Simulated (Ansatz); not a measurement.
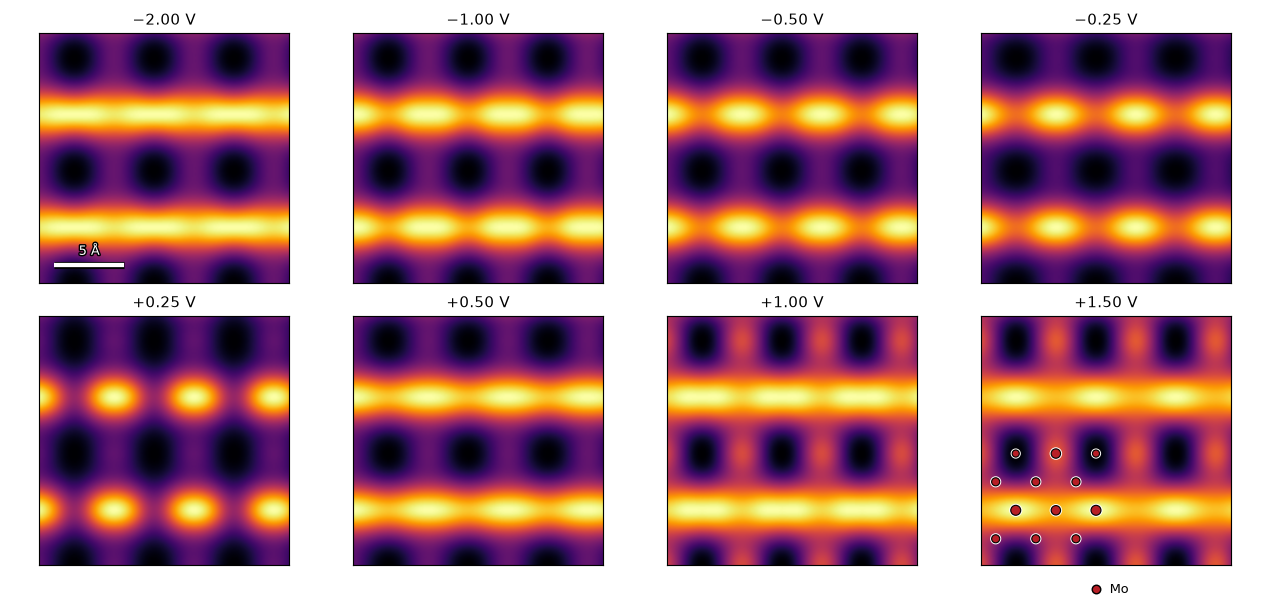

Constant-height images of Mo(110) (Fm-3m bulk, 6 atomic planes (those closer than 0.6 Å count as one), 7 Å) with one Mo vacancy in a 2 × 2 cell at 8 sample biases, each on its own colour scale; the last has the atoms seen from above drawn over one corner (deeper ones smaller).

Tersoff–Hamann simulation (s-wave tip); biases are sample biases. Bias windows are sharp sums over the levels of the k mesh.

These are results of DFT PBEsol, scalar-relativistic, plane waves, PAW in Ansatz, not measurements. Cutoff 420 eV, 11 × 8 k-points, Gaussian smearing 0.1 eV, dipole correction. The slab is a cut without reconstruction beyond its cell, at the source's lattice constants, with its lower half held fixed and the rest relaxed. The defects repeat every 5.7 Å and interact, so states at the Fermi level and the work function belong to this dense array. This isn't the element's usual bcc form. No spin polarisation. The run warns that the functional's potential is rough in the thin density of the vacuum, where the tip is; weak contrasts and barriers may feel it. On this mesh the free atoms still feel up to 0.14 eV/Å.

The calculation's input:

```yaml
crystal:
  lattice:
    - [5.69928066, 0.0, 0.0]
    - [0.0, 8.06, 0.0]
    - [0.0, 0.0, 27.1241005867]
  atoms:
    - { symbol: Mo, position: [0.25, 0.25, 0.3686758191] }
    - { symbol: Mo, position: [0.25, 0.75, 0.3686758191] }
    - { symbol: Mo, position: [0.75, 0.25, 0.3686758191] }
    - { symbol: Mo, position: [0.75, 0.75, 0.3686758191] }
    - { symbol: Mo, position: [0.0, 0.0, 0.4212054933] }
    - { symbol: Mo, position: [0.0, 0.5, 0.4212054933] }
    - { symbol: Mo, position: [0.5, 0.0, 0.4212054933] }
    - { symbol: Mo, position: [0.5, 0.5, 0.4212054933] }
    - { symbol: Mo, position: [0.25, 0.25, 0.4737351675] }
    - { symbol: Mo, position: [0.25, 0.75, 0.4737351675] }
    - { symbol: Mo, position: [0.75, 0.25, 0.4737351675] }
    - { symbol: Mo, position: [0.75, 0.75, 0.4737351675] }
    - { symbol: Mo, position: [0.0, 0.0, 0.5136309751] }
    - { symbol: Mo, position: [0.0, 0.5, 0.5144194165] }
    - { symbol: Mo, position: [0.5, 0.0, 0.5246593003] }
    - { symbol: Mo, position: [0.5, 0.5, 0.5407799091] }
    - { symbol: Mo, position: [0.2499734713, 0.2509594959, 0.5732471325] }
    - { symbol: Mo, position: [0.2499734713, 0.7490405041, 0.5732471325] }
    - { symbol: Mo, position: [0.7500265287, 0.2509594959, 0.5732471325] }
    - { symbol: Mo, position: [0.7500265287, 0.7490405041, 0.5732471325] }
    - { symbol: Mo, position: [0.0, 0.0, 0.6034921536] }
    - { symbol: Mo, position: [0.0, 0.5, 0.6032919332] }
    - { symbol: Mo, position: [0.5, 0.0, 0.6120775006] }
basis:
  ecutwfc: 420.0
  fft_grid_basis: typed
kpoints:
  mp_grid: { grid: [11, 8, 1] }
hamiltonian:
  xc: pbesol
  pseudopotentials: { kind: paw }
scf:
  occupations: { method: gaussian, width: 0.1 }
output:
  forces: true
  eigenvalues: true
  band_densities:
    - { e_range: [-2.0, -1.0] }
    - { e_range: [-1.0, -0.5] }
    - { e_range: [-0.5, -0.25] }
    - { e_range: [-0.25, 0.0] }
    - { e_range: [0.0, 0.25] }
    - { e_range: [0.25, 0.5] }
    - { e_range: [0.5, 1.0] }
    - { e_range: [1.0, 1.5] }
  band_residual_tolerance: 1.0e-05
  write_potential: true
  elf: true
  write_density: true
  volumetric_format: npy
efield:
  axis: 3
  dipole_correction: true
  ramp_width: 0.04
checkpoint:
  read: start.run
  write: ck
  compress: false
  write_wavefunctions: false
  write_every: 100000
```

Command:

```sh
ansatz run input.yaml --threads 4 --pin off --max-ram 8847MiB --backend cpu --events-out ev --progress --plain --runs-dir out
```

Run time of this step alone (it restarts from the relaxed density): 16 min on 4 threads of Arm Neoverse V2, on a shared host, peak memory 7.5 GiB.

How do the images change with bias?

| bias | height (Å) | bright/dark | brightest over |
| --- | --- | --- | --- |
| −2.00 V | 4.0 | 4.6 | top Mo atoms away from the vacancy |
| −1.00 V | 4.0 | 5.8 | top Mo atoms away from the vacancy |
| −0.50 V | 4.0 | 6.8 | some of the top Mo atoms away from the vacancy |
| −0.25 V | 4.0 | 8.3 | some of the top Mo atoms away from the vacancy |
| +0.25 V | 4.0 | 6.3 | some of the top Mo atoms away from the vacancy |
| +0.50 V | 4.0 | 7.4 | top Mo atoms away from the vacancy |
| +1.00 V | 4.0 | 4.6 | points just beside the top Mo atoms away from the vacancy |
| +1.50 V | 4.0 | 4.2 | top Mo atoms away from the vacancy |

The slab has states at the Fermi level, so this model gives a current down to small biases. Its work function (top face) is 4.20 eV.
